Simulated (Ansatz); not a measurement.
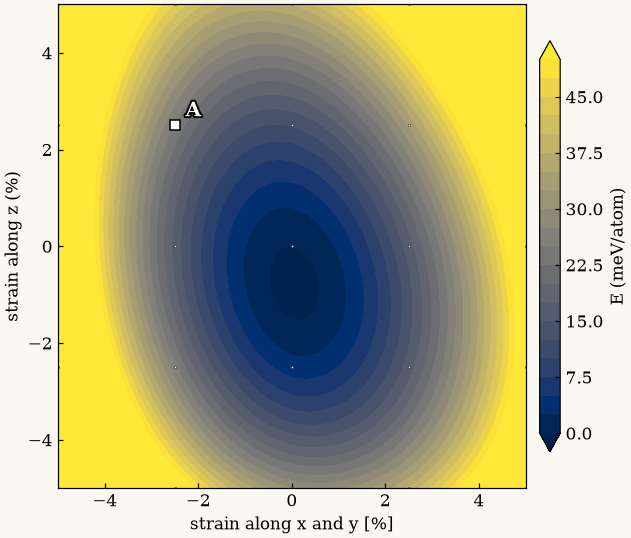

Si (P6/mmm, No. 191; 1 atom in the cell). 
- The cell is strained homogeneously, by one strain along x and y and another along z, with fractional coordinates fixed (x along [1 0 0], z along [0 0 1] of the conventional cell).
- The first coordinate is: strain along x and y; the second: strain along z.
- The scan uses a 5 × 5 grid.
- All energies are given in meV/atom relative to the lowest grid point.
- The reference cell is the one listed in the database, not relaxed at this level.
- The calculation used Ansatz 0.2.0, DFT LDA, scalar-relativistic, plane waves, PAW. Settings: cutoff 420 eV, k-mesh 21×21×20 in the order of the run's cell vectors, gaussian smearing 0.15 eV, no spin polarisation.

The picture shows filled contours, dots at the grid points, one colour for all values above the top of the scale, the point A. Between grid points the surface is interpolated.

### Which way does the force act at A, and how strong is it?

A, at strain along x and y = −2.5 %, strain along z = 2.5 %, is not a stationary point. The computed force is 12 meV/atom for each 1 % towards larger values of strain along x and y and 5.8 meV/atom for each 1 % towards smaller values of strain along z.
